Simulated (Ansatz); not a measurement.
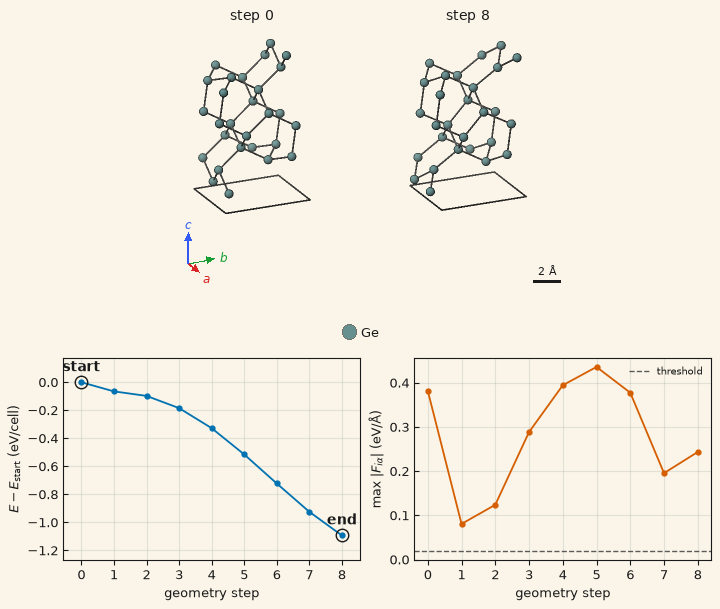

First and last geometry of a relaxation of a slab of composition Ge (cut from the P6_3/mmc phase), with the history of the run. A ball-and-stick model of the 2 × 1 repeat of the cell, outlined in the plane, without the vacuum, seen slightly off an axis.

Case: (1 0 1) slab, atoms relaxed. The slab is the (1 0 1) face of Ge.

The calculation used DFT PBEsol, scalar-relativistic, plane waves, PAW in Ansatz 0.2.0.

Input file:
```yaml
crystal:
  lattice:
    - [3.9969678637, 0.0, 0.0]
    - [-1.9984839318, 7.4494192467, 0.0]
    - [0.0, 0.0, 25.6026356809]
  atoms:
    - { symbol: Ge, position: [0.5606496139, 0.1212992279, 0.2929385901] }
    - { symbol: Ge, position: [0.0473066254, 0.0946132507, 0.3479078813] }
    - { symbol: Ge, position: [0.3152993319, 0.6305986638, 0.3678608551] }
    - { symbol: Ge, position: [0.9006131467, 0.8012262934, 0.3927034592] }
    - { symbol: Ge, position: [0.1686058532, 0.3372117065, 0.412656433] }
    - { symbol: Ge, position: [0.6552628647, 0.3105257293, 0.4676257241] }
    - { symbol: Ge, position: [0.9232555712, 0.8465111424, 0.487578698] }
    - { symbol: Ge, position: [0.508569386, 0.017138772, 0.512421302] }
    - { symbol: Ge, position: [0.7765620925, 0.5531241851, 0.5323742759] }
    - { symbol: Ge, position: [0.263219104, 0.5264382079, 0.587343567] }
    - { symbol: Ge, position: [0.5312118105, 0.062423621, 0.6072965408] }
    - { symbol: Ge, position: [0.1165256253, 0.2330512506, 0.6321391449] }
    - { symbol: Ge, position: [0.3845183319, 0.7690366637, 0.6520921187] }
    - { symbol: Ge, position: [0.8711753433, 0.7423506865, 0.7070614099] }
basis:
  ecutwfc: 420
kpoints:
  mp_grid: { grid: [9, 5, 1] }
hamiltonian:
  xc: pbesol
scf:
  occupations: { method: gaussian, width: 0.1 }
output:
  forces: true
  eigenvalues: true
  write_density: true
  write_potential: true
  elf: true
  volumetric_format: npy
relax:
  adjacent_minimum: "off"
  f_tol: 0.02
  max_steps: 60
efield:
  axis: 3
  dipole_correction: true
  ramp_width: 0.04
```

Run as
```bash
ansatz run input.yaml --threads 1 --pin off --max-ram 2560MiB --backend cpu --events-out ev --progress --plain --runs-dir out
```

What do the curves and the structures tell?

Answer. The run was cut off at its time limit before the relaxation converged, so the last structure is only a point on the way. After 8 geometry steps the energy has fallen by 1.093 eV per cell of the calculation. The largest force component goes from 0.38 to 0.24 eV/Å. The largest moves relative to the layer's centre, 1.22 Å, are those of Ge1 and Ge14. Ge14 goes at 78° to the normal (−c side). The cell doesn't change. Some distances before and after: Ge13–Ge14 2.452 → 2.501 Å, Ge10–Ge12 2.468 → 2.513 Å, Ge5–Ge6 2.452 → 2.488 Å, Ge4–Ge7 2.452 → 2.433 Å. Among the angles between lasting bonds that change: Ge11–Ge13–Ge14 109.8° → 85.6°, Ge10–Ge13–Ge14 109.2° → 125.4°, Ge12–Ge11–Ge13 109.8° → 100.3°.
